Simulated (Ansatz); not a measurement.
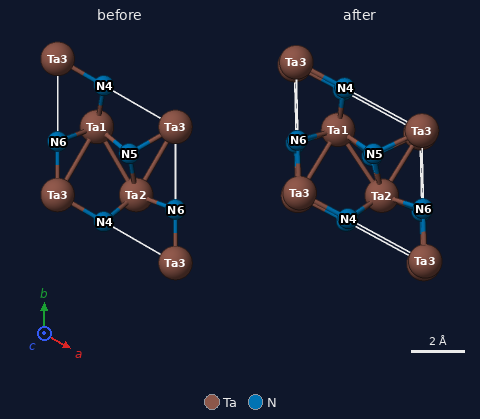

The structure of solid TaN (set up in P-62m) before (left) and after (right) a relaxation, at one scale.

Style: ball-and-stick. Shown: the cell of the calculation, along the c axis.

The calculation used DFT r2SCAN, scalar-relativistic, plane waves, PAW in Ansatz. Set-up: plane-wave cutoff 500 eV; k-point mesh 6 × 6 × 12; occupations gaussian; smearing width 0.15 eV; no spin polarisation.

**What changed between the two?**

The largest move relative to the cell is that of Ta3, 0.035 Å along [2 −3 −1]. By element the largest moves are Ta 0.035 Å, N 0.030 Å. The drawn cell changes as follows: a 5.200 → 5.462 Å (+5.0 %), b 5.200 → 5.001 Å (−3.8 %), c 2.910 → 2.876 Å (−1.2 %), α 90.0° → 85.8°, β 90.0° → 89.8°; the volume changes by −0.5 %. Near-neighbour distances that change, for instance: Ta2–Ta3 3.336 → 3.094 Å, Ta1–Ta3 3.336 → 3.107 Å, Ta2–Ta3 (another image) 3.336 → 3.537 Å, Ta1–Ta3 (another image) 3.336 → 3.534 Å. Among the angles between lasting bonds that change: Ta1–N5–Ta3 105.0° → 114.6°, Ta2–N5–Ta3 105.0° → 96.9°, Ta1–N6–Ta3 105.0° → 97.5°. The space group (tolerance 0.01 Å) goes from P-62m (No. 189) to P1 (No. 1).
